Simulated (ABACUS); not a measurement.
**Energy of HfN along an even scaling of the cell**

System: HfN (2 atoms in the cell).
Method: Kohn-Sham DFT of a periodic cell, PBEsol, PseudoDojo NC SR 0.4.1 PBEsol standard, no spin polarisation (ABACUS 3.10.1).

The 7 runs differ only in the geometry, by an even scaling of the cell at fixed fractional positions. The structure derives from an entry of the Crystallography Open Database.

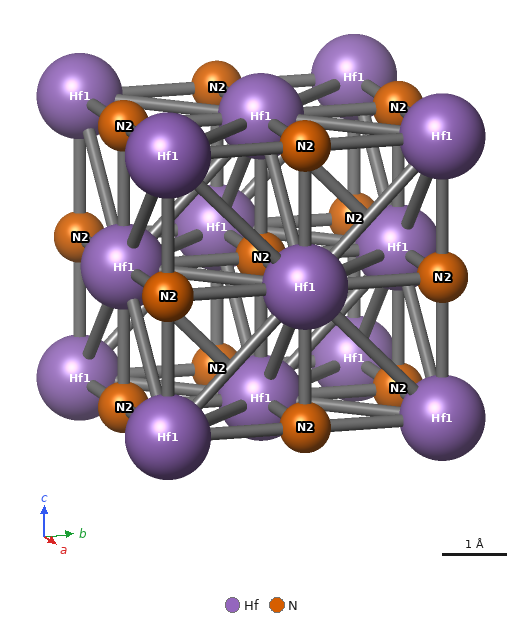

Figure 1. The structure of run 4 (ball-and-stick view of the cell 4 times as large as that of the calculation, set on its symmetry axes, seen slightly off an axis; atoms are numbered from 1 in the order of the input). An atom can appear more than once, as a periodic image.

### Input of run 4
```
INPUT_PARAMETERS
suffix              HfN
calculation         scf
basis_type          pw
pseudo_dir          ./
symmetry            1
dft_functional      pbesol
ecutwfc             84
pseudo_rcut         7
nspin               1
nbands              13
ks_solver           dav
smearing_method     fd
smearing_sigma      0.00367493
scf_thr             1e-08
scf_nmax            100
mixing_type         broyden
mixing_beta         0.7
cal_force           1
cal_stress          1
kpar                4
```

### File STRU of run 4
```
ATOMIC_SPECIES
Hf 178.4900 Hf.upf
N 14.0070 N.upf

LATTICE_CONSTANT
1.8897261246

LATTICE_VECTORS
0.0000000000 2.2560000000 2.2560000000
2.2560000000 0.0000000000 2.2560000000
2.2560000000 2.2560000000 0.0000000000

ATOMIC_POSITIONS
Direct

Hf
0.0
1
0.0000000000 0.0000000000 0.0000000000 1 1 1

N
0.0
1
0.5000000000 0.5000000000 0.5000000000 1 1 1
```

### File KPT of run 4
```
K_POINTS
0
Gamma
10 10 10 0 0 0
```

Command:
```bash
OMP_NUM_THREADS=1 mpirun -np 4 abacus > log
```

Run 2 differs from it as follows:
```diff
-0.0000000000 2.2560000000 2.2560000000
-2.2560000000 0.0000000000 2.2560000000
-2.2560000000 2.2560000000 0.0000000000
+0.0000000000 2.2255097759 2.2255097759
+2.2255097759 0.0000000000 2.2255097759
+2.2255097759 2.2255097759 0.0000000000
```

### Results, with one run withheld

| run | volume per atom (Å³) | free energy per atom, from the lowest run given (meV) | pressure (GPa) |
| --- | --- | --- | --- |
| 1 | 10.793 | 27.69 | 16.67 |
| 2 | 11.023 | ? | ? |
| 3 | 11.252 | 0.12 | 3.02 |
| 4 | 11.482 | 0.00 | −2.78 |
| 5 | 11.712 | 7.77 | −8.00 |
| 6 | 11.941 | 22.63 | −12.68 |
| 7 | 12.171 | 43.85 | −16.89 |

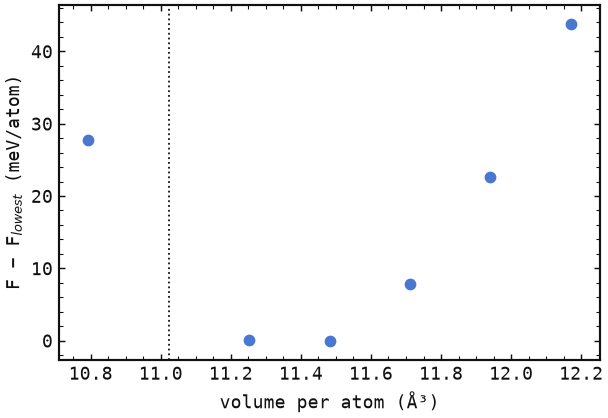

Figure 2. Free energy per atom of the runs given; the dotted line marks run 2.

Estimate the energy of run 2 from the others.

A cubic polynomial in V^(−2/3) (the Birch–Murnaghan form), fitted to the 6 runs given, misses them by at most 0.02 meV per atom. With x = V^(−2/3) − 0.19578 Å⁻², it reads F = 1.349 − 2334.8 x + 5.8251e+05 x² + 4.9729e+05 x³ (meV per atom). At run 2 it gives 8.99 meV per atom, and the run itself gives 9.02. The slope of the fit gives a pressure −dF/dV of 9.49 GPa there, and the run prints 9.48 GPa. The fit has its minimum at 11.369 Å³ per atom, where V d²F/dV² gives 287 GPa: the bulk modulus at this level, since symmetry fixes the shape and the positions.

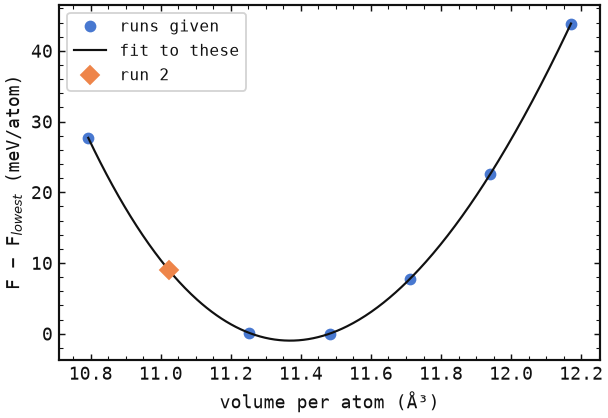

Figure 3. The fit and the withheld run.

### Some lines of the output (run 2)
```
[...]
                             Volume (A^3) = 22.0454
 E_Fermi        1.4345503436         19.5180587411
 E_Fermi        1.4533218391         19.7734580401
 E_Fermi        1.4337288826         19.5068821902
 E_Fermi        1.4319778523         19.4830582004
 E_Fermi        1.4325753293         19.4911872927
 E_Fermi        1.4325544987         19.4909038776
 E_Fermi        1.4326107456         19.4916691565
 E_KS(sigma->0) -133.7137850604      -1819.2693779682
 E_Fermi        1.4326113822         19.4916778176
 final etot is -1819.2724742 eV
 EFERMI = 19.491677818 eV
 TOTAL-PRESSURE: 94.787055 KBAR
 !FINAL_ETOT_IS -1819.2724742061855068 eV
```

Notes: Spin–orbit coupling is left out, which matters for Hf. The cell holds an odd number of electrons but the run has no spin polarisation, so a band is left half filled.
